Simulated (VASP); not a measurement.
## Electronic structure of Pr in real space

The calculation's input:

```
from ase.calculators.vasp import Vasp
from ase.dft.bandgap import bandgap
from ase.io import read

atoms = read('Pr.xyz')
atoms.set_initial_magnetic_moments([2.0])
calc = Vasp(
    directory='calc',
    xc='lda',
    pp='PBE',
    setups={'base': 'minimal'},
    prec='Accurate',
    encut=520,
    ediff=1e-06,
    ismear=0,
    sigma=0.02,
    lreal=False,
    lasph=True,
    nelm=150,
    algo='Fast',
    isif=2,
    lwave=False,
    lcharg=True,
    ispin=2,
    lorbit=11,
    lmaxmix=6,
    lelf=True,
    lvhar=True,
    kpts=[9, 9, 9],
    gamma=True,
    nbands=16,
)
atoms.calc = calc

print('energy (eV):', atoms.get_potential_energy())
print('free energy (eV):', atoms.get_potential_energy(force_consistent=True))
print('forces (eV/A):')
print(atoms.get_forces())
print('stress (eV/A^3, Voigt):', atoms.get_stress())
print('Fermi level (eV):', calc.get_fermi_level())
print('moment (muB):', atoms.get_magnetic_moment())
print('site moments (muB):', atoms.get_magnetic_moments())
gap, top, bottom = bandgap(calc)
print('band gap (eV):', gap, 'from (spin, k, band)', top, 'to', bottom)
```

Launched as:

```sh
python run.py
```

Below, planes, directions and counts refer to the conventional cell (a = 4.19 Å, b = 4.19 Å, c = 4.19 Å, α = 90.00°, β = 90.00°, γ = 90.00°).

Space group Im-3m; a structure from a database of computed crystals, not necessarily the ambient phase; spin-polarised.

Method: VASP, Kohn-Sham DFT of a periodic cell, LDA, VASP PAW PBE potentials, recommended.

Core electrons are frozen (PAW), and the valence fields are smoothed inside the atomic spheres.

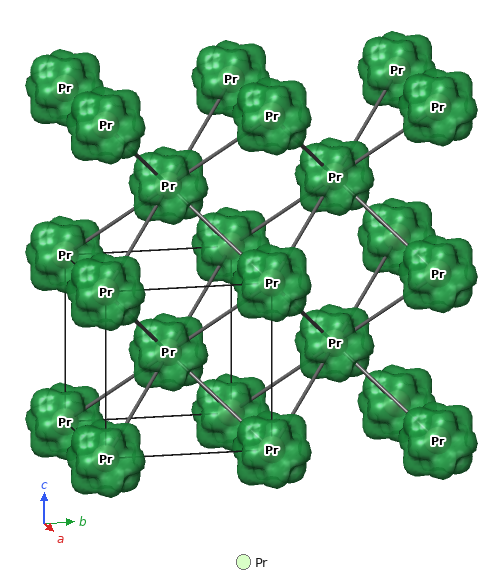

Figure 1. Isosurfaces of the magnetisation density (up minus down) at +0.1 (green) and −0.1 e/Å³ (red), seen slightly off an axis. Sticks mark near contacts.

**Which atoms carry the moments, and with what signs?**

The spin density sits on Pr: +2.3 μB (×2) in one cell of 2 atoms: parallel moments, as they must be, since the calculation's own cell holds one magnetic site. The cell of the calculation (1 atoms) carries 2.8 μB of net spin moment. Only one sign reaches the isovalue.

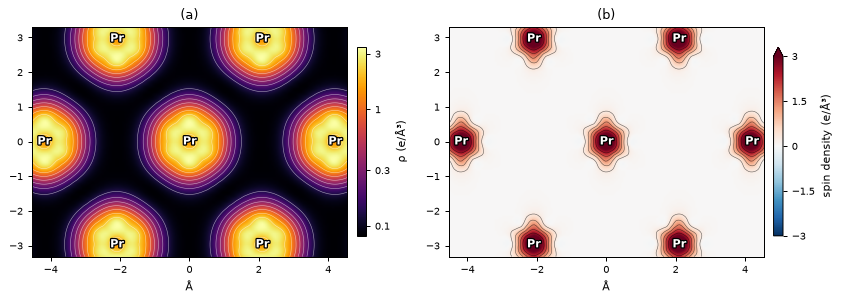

Figure 2. (a) valence pseudo-density; (b) spin density on the (11̄0) plane of the conventional cell.

**Describe what can be read from this map.**

The section cuts through Pr sites.
Pr–Pr (3.63 Å): the density is about 0.08 e/Å³ at the midpoint.
Between the atoms the lowest density in this plane is 0.08 e/Å³.
